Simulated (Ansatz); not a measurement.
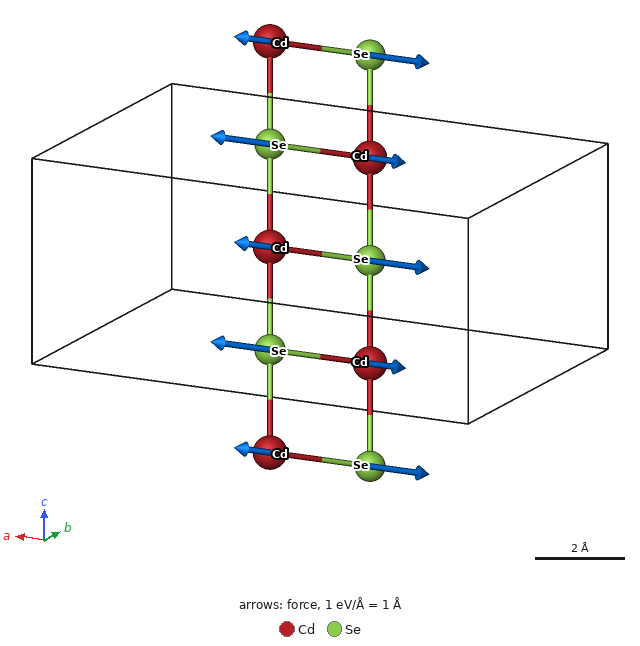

Starting geometry of a wire of composition CdSe with the computed forces as blue arrows. Style: ball-and-stick. Shown: the cell of the calculation, with the vacuum cut short, from a free direction.

Case: ladder chain of atoms.

All numbers below come from DFT PBE, scalar-relativistic, plane waves, PAW in Ansatz. Settings: plane-wave cutoff 420 eV; k-point mesh 1 × 1 × 14; occupations gaussian; smearing width 0.05 eV; collinear spin; cell relaxed at fixed a, b, alpha, beta, gamma; force threshold 0.01 eV/Å; at most 45 steps.

Q: What follows when this structure is relaxed?

A: It isn't relaxed: the largest force vector, on Se atoms, is 1.51 eV/Å. The final displacements follow the starting forces only in part (cosine between the two patterns 0.52). The largest moves relative to the layer's centre, 0.74 Å, are those of Se atoms. Largest moves by element: Se 0.74 Å, Cd 0.39 Å. Along the periodic axis the drawn cell goes c 4.830 → 4.611 Å (−4.5 %). Near-neighbour distances that change, for instance: Cd–Se 2.536 → 2.890 Å, Cd–Se 2.415 → 2.567 Å. Among the angles between lasting bonds that change: Cd–Se–Cd 180.0° → 127.8°, Se–Cd–Se 180.0° → 127.8°, Cd–Se–Cd 90.0° → 63.9°. The energy falls by 1.031 eV per cell of the calculation in 8 accepted moves (10 points after the start). The largest force component goes from 1.5 to 0.0086 eV/Å. The line search rejected the trial step at point 6 of the run. At 1 point the geometry stayed and the basis and grid were re-selected for the new cell (energy shift of 1.2 meV per cell of the calculation at most each time). The program noted that the starting moments weren't kept. The run took 3.9 min on 2 threads of Arm Neoverse V1, with other jobs on the host, peak memory 0.91 GiB.
